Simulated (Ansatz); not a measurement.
# ZrS2 (slab): what the fields show

Input

```
crystal:
  lattice:
    - [3.6273864416, 0.0, 0.0]
    - [0.0, 8.6056646436, 0.0]
    - [0.0, 0.0, 26.4241467612]
  atoms:
    - { symbol: S, position: [0.0, 0.5292713443, 0.2838313028] }
    - { symbol: Zr, position: [0.5, 0.7334921082, 0.2968978158] }
    - { symbol: S, position: [0.0, 0.937712872, 0.3099643288] }
    - { symbol: S, position: [0.5, 0.2627634524, 0.3650721765] }
    - { symbol: Zr, position: [0.0, 0.4669842163, 0.3781386895] }
    - { symbol: S, position: [0.5, 0.6712049802, 0.3912052025] }
    - { symbol: S, position: [0.0, 0.9962555606, 0.4463130501] }
    - { symbol: Zr, position: [0.5, 0.2004763245, 0.4593795632] }
    - { symbol: S, position: [0.0, 0.4046970883, 0.4724460762] }
    - { symbol: S, position: [0.5, 0.7297476687, 0.5275539238] }
    - { symbol: Zr, position: [0.0, 0.9339684326, 0.5406204368] }
    - { symbol: S, position: [0.5, 0.1381891965, 0.5536869499] }
    - { symbol: S, position: [0.0, 0.4632397769, 0.6087947975] }
    - { symbol: Zr, position: [0.5, 0.6674605408, 0.6218613105] }
    - { symbol: S, position: [0.0, 0.8716813047, 0.6349278235] }
    - { symbol: S, position: [0.5, 0.196731885, 0.6900356712] }
    - { symbol: Zr, position: [0.0, 0.4009526489, 0.7031021842] }
    - { symbol: S, position: [0.5, 0.6051734128, 0.7161686972] }
basis:
  ecutwfc: 420
kpoints:
  mp_grid: { grid: [7, 3, 1] }
hamiltonian:
  xc: pbesol
scf:
  occupations: { method: gaussian, width: 0.05 }
output:
  forces: true
  eigenvalues: true
  write_density: true
  write_potential: true
  elf: true
  volumetric_format: npy
relax:
  adjacent_minimum: "off"
  f_tol: 0.02
  max_steps: 60
efield:
  axis: 3
  dipole_correction: true
  ramp_width: 0.04
```

Launched as:

```sh
ansatz run input.yaml --threads 2 --pin off --max-ram 5120MiB --backend cpu --events-out ev --progress --plain --runs-dir out
```

The fields are those of the run's last geometry, not of the input's.

Theory: DFT PBEsol, scalar-relativistic, plane waves, PAW (Ansatz 0.2.0).

The density is the valence pseudo-density of a PAW calculation; it isn't the true density close to the nuclei.

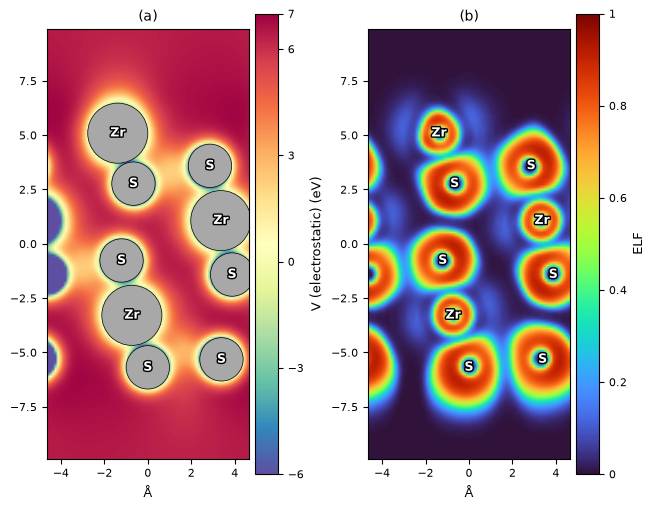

Figure 1. (a) electrostatic potential (local pseudopotential plus Hartree) felt by an electron; (b) ELF on the (100) plane of the calculation cell, a cut from vacuum to vacuum. Grey discs cover the atomic cores in the potential map.

### Read the bonding off the picture.

The section cuts through S and Zr sites.
Zr–S (2.43 Å): the ELF peaks at about 0.85 in the valence shell of S, 0.8 Å from its nucleus, and is about 0.45 at the midpoint.
Zr–S (2.50 Å): the ELF peaks at about 0.85 in the valence shell of S, 0.8 Å from its nucleus, and is about 0.40 at the midpoint.
Zr–S (2.57 Å): the ELF peaks at about 0.85 in the valence shell of S, 0.9 Å from its nucleus, and is about 0.40 at the midpoint.
The features right at Zr lie inside the PAW spheres, where the map follows smoothed inner orbitals and isn't to be read closely.

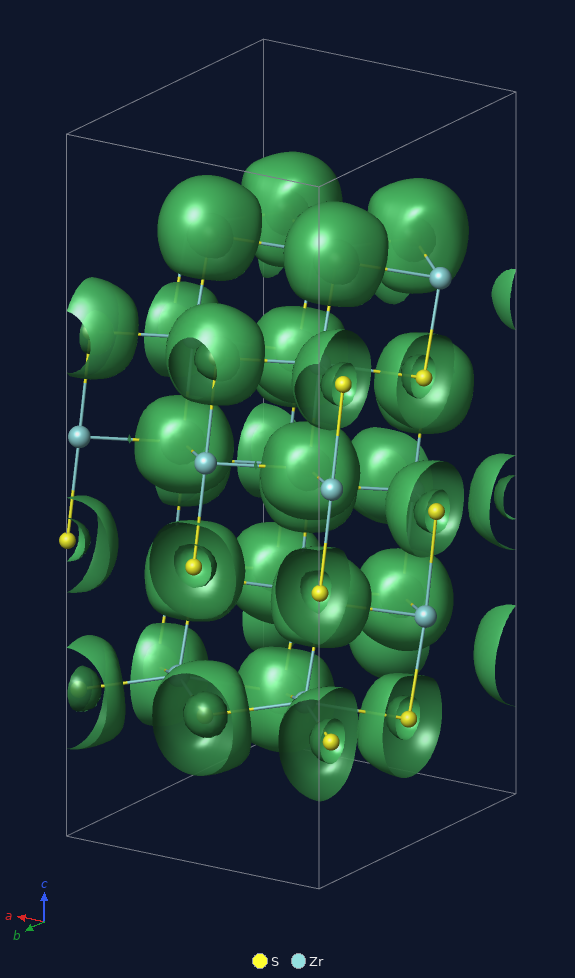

Figure 2. Isosurface of the ELF at 0.7 (green), seen at an oblique angle. Core shells and regions of very low density are left out. Sticks mark near contacts.

### Where are the electrons localised?

The ELF exceeds this value in twelve regions wrapped around S (the valence shell of each), counted in one cell of 18 atoms. Counts are for one cell; the picture repeats the cell along the surface.

### Does the calculation give a band gap?

It is gapped, with a Kohn–Sham gap of 1.1 eV on the k-point mesh, an upper bound to the gap of this method.
